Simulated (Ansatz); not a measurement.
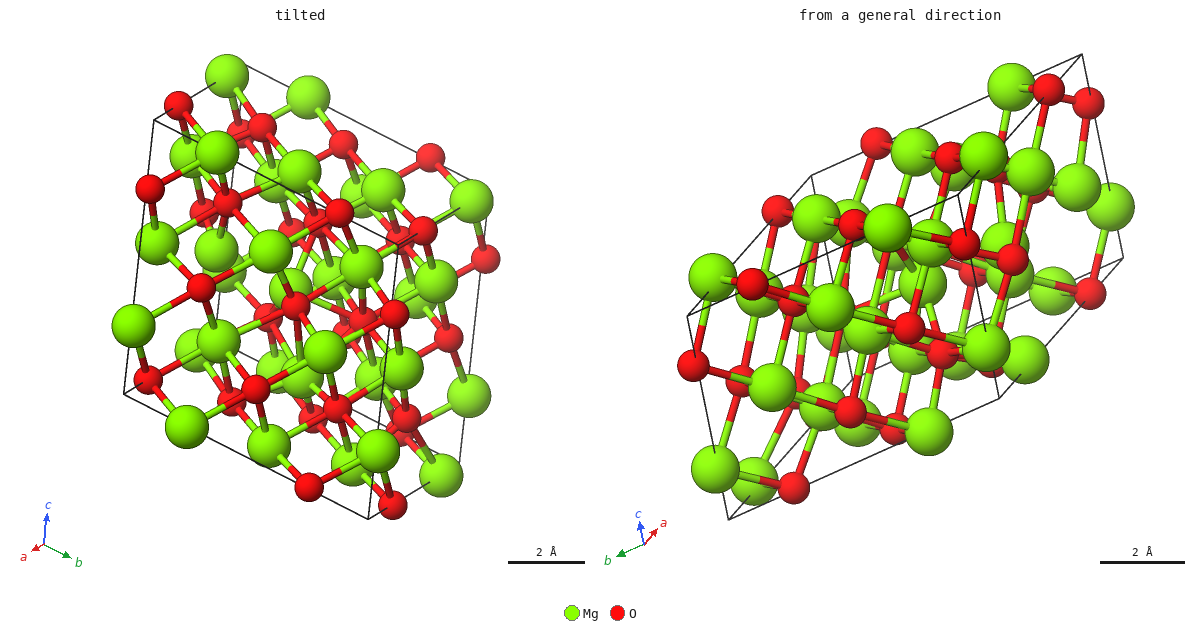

Crystal structure, ball-and-stick style, seen slightly off an axis and from a general direction. The parallelepiped is the supercell. The host is MgO, in a cell of 32 sites, and the cell is neutral.

**Name the defect and give its surroundings.**

An interstitial magnesium atom. It is bonded to four O at about 1.9 to 2.1 Å.

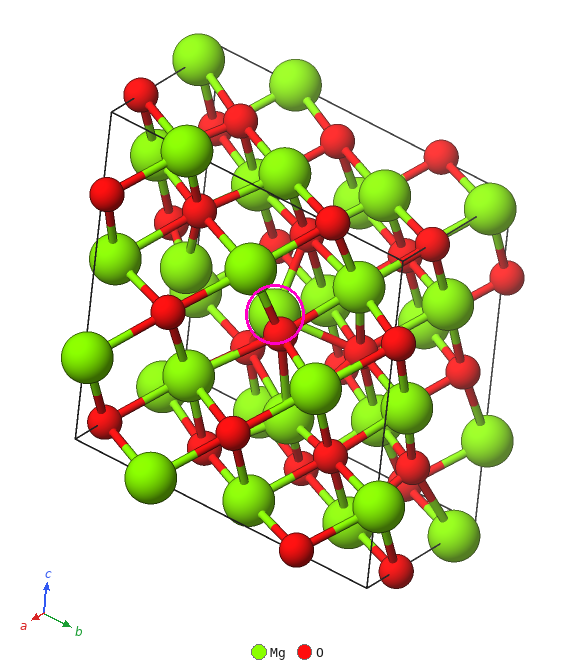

The same cell with a ring at the defect's site.

The atoms were relaxed in the host's cell with DFT PBE, scalar-relativistic, plane waves, PAW in Ansatz.
